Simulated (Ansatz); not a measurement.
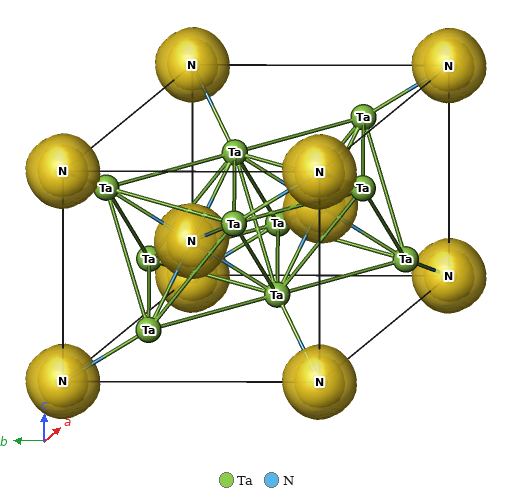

Figure. Ta₂N. Isosurface of the ELF at 0.75 (yellow), seen at an oblique angle. Core shells and regions of very low density are left out. Sticks mark near contacts.

Space group P-31m; a structure from a database of computed crystals, not necessarily the ambient phase; computed pressure about 12 GPa in this cell; computed without spin polarisation.

These are results of DFT PBEsol, scalar-relativistic, plane waves, PAW in Ansatz 0.2.0, not measurements.

> What do the ELF domains correspond to?

The ELF exceeds this value in three regions wrapped around N (the valence shell of each), counted in one cell of 9 atoms. Regions shared between cells count once. Profiles from the grid: Ta–N (2.11 Å): the ELF peaks at about 0.80 in the valence shell of N, 0.6 Å from its nucleus, and drops to about 0.20 between the two atoms: no shared electron pair shows on this line. Ta–Ta (2.96 Å): the ELF is about 0.40 at the midpoint.
